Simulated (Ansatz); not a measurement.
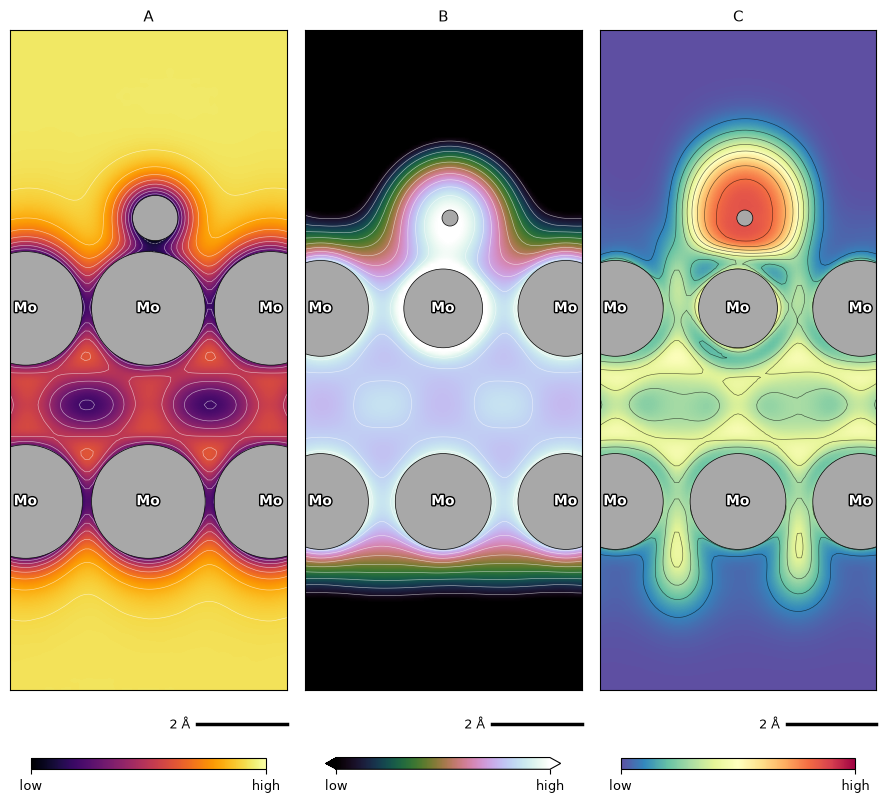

Mo₁₂S (slab): 3 fields on the (010) plane of the calculation cell, a cut from vacuum to vacuum, with unlabelled colour scales. Grey discs cover the atomic cores.

Not relaxed (largest force 1.5 eV/Å); computed without spin polarisation; PAW files of the earlier set (soft_1).

Theory: DFT PBE, scalar-relativistic, plane waves, PAW (Ansatz 0.2.0).

### Which field does each panel show? The fields are: electron localisation function, electrostatic potential energy of an electron and valence pseudo-density.

Panel A: electrostatic potential energy of an electron (low next to the atoms, rising into the space between them). Panel B: valence pseudo-density. Panel C: electron localisation function. From the grid: Mo–Mo (2.74 Å): ρ is about 0.38 e/Å³ halfway; the ELF is about 0.30 at the midpoint.
